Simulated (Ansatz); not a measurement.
System: Al₂Au, space group Fm-3m (No. 225).

Starting cell:
```
Al Au
1.0
     0.00000    3.00149    3.00149
     3.00149    0.00000    3.00149
     3.00149    3.00149    0.00000
Al Au
2 1
Direct
  0.25000 0.25000 0.25000
  0.75000 0.75000 0.75000
  0.00000 0.00000 0.00000
```

One of the inputs:
```
crystal:
  lattice:
    - [0.0, 2.9711725643, 2.9711725643]
    - [2.9711725643, 0.0, 2.9711725643]
    - [2.9711725643, 2.9711725643, 0.0]
  atoms:
    - { symbol: Al, position: [0.25, 0.25, 0.25] }
    - { symbol: Al, position: [0.75, 0.75, 0.75] }
    - { symbol: Au, position: [0.0, 0.0, 0.0] }
basis:
  ecutwfc: 420
kpoints:
  mp_grid: { grid: [12, 12, 12] }
hamiltonian:
  xc: pbesol
scf:
  occupations: { method: gaussian, width: 0.1 }
output:
  forces: true
  stress: true
  eigenvalues: true
```

Launched with:
```bash
ansatz run input.yaml --threads 1 --pin off --max-ram 2560MiB --backend cpu --events-out ev --progress --plain --runs-dir out
```

Method: third-order Birch-Murnaghan fit to density functional energies at scaled volumes of the given relaxed cell, shape and atoms relaxed at each volume; energies count from the fitted minimum; plane waves with PAW datasets, Γ-centred k mesh (Ansatz 0.2.0). Level: PBEsol, no spin polarisation.

- wave cutoff: 420 eV
- k mesh: 12×12×12
- occupations: Gaussian
- smearing width: 0.1 eV

Predict the energy above the minimum and pressure against volume. The volume takes the values 15.864, 16.404, 16.945, 17.486, 18.027, 18.568, 19.108, 19.830 Å³/atom.

A third-order Birch–Murnaghan fit gives V0 = 18.03 Å³/atom, B0 = 115 GPa and B′ = 4.7. The energy above the minimum is 118.6 meV/atom at volume 15.864 Å³/atom and 53.7 meV/atom at 19.830 Å³/atom; the lowest computed point is at volume 18.027 Å³/atom (0.0 meV/atom), in a single well. The pressure falls from 19.78 GPa at volume 15.864 Å³/atom to −8.71 GPa at 19.830 Å³/atom, and changes sign near 18.03 Å³/atom. The solid is metallic at every point.

```tsv
volume (Å³/atom)	energy above the minimum (meV/atom)	pressure (GPa)
15.864	118.6	19.78
16.404	62.7	13.52
16.945	26.2	8.23
17.486	6.2	3.76
18.027	0.0	0.00
18.568	5.5	-3.17
19.108	20.8	-5.83
19.830	53.7	-8.71
```

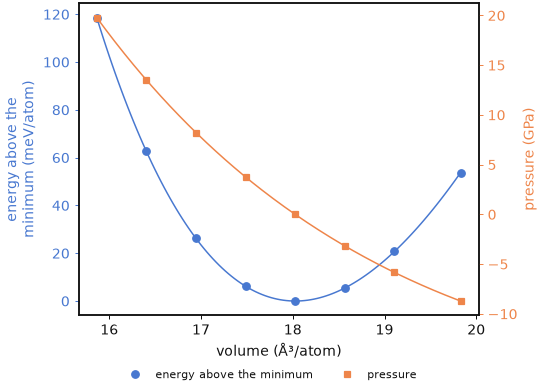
